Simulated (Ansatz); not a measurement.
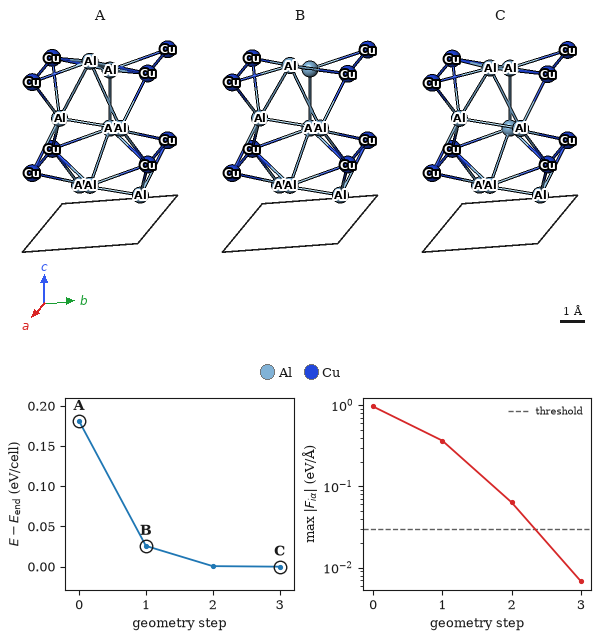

Frames of a constrained relaxation of a slab of composition Al$_{2}$Cu (cut from the I4/mcm phase), marked on the history of the run. Style: ball-and-stick. Shown: the cell of the calculation, outlined in the plane, without the vacuum, from a free direction.

Case: clean slab, lower half held. The slab is the (1 1 0) face of Al2Cu. 6 atoms are held fixed.

Computed with DFT PBEsol, scalar-relativistic, plane waves, PAW in Ansatz. Set-up: plane-wave cutoff 420 eV; k-point mesh 7 × 7 × 1; occupations gaussian; smearing width 0.1 eV; no spin polarisation; dipole correction; atoms relaxed in a fixed cell; force threshold 0.03 eV/Å; at most 70 steps.

Question: What happens along the run?

Answer: The atom that moves furthest is an Al atom (0.31 Å along the normal (−c)). Largest moves by element: Al 0.31 Å, Cu 0.03 Å. The cell stays as it was. Some distances before and after: Al–Al 3.188 → 2.919 Å, Al–Al 2.862 → 2.668 Å, Al–Al 2.701 → 2.791 Å, Al–Cu 2.557 → 2.488 Å. Among the angles between lasting bonds that change: Al–Al–Al 115.0° → 129.6°, Cu–Al–Cu 145.0° → 157.2°, Al–Al–Cu 103.7° → 110.8°. The energy falls by 0.181 eV per cell of the calculation in 3 geometry steps. Largest force component: 0.97 eV/Å at the start, 0.0068 eV/Å at the end. The run took 2 min on 2 threads of Arm Neoverse V2 (shared host), peak memory 0.9 GiB. From step 0 to 1: an Al atom moves most (0.20 Å), energy −0.155 eV per cell of the calculation. From step 1 to 3: an Al atom moves most (0.11 Å), energy −25.8 meV per cell of the calculation.
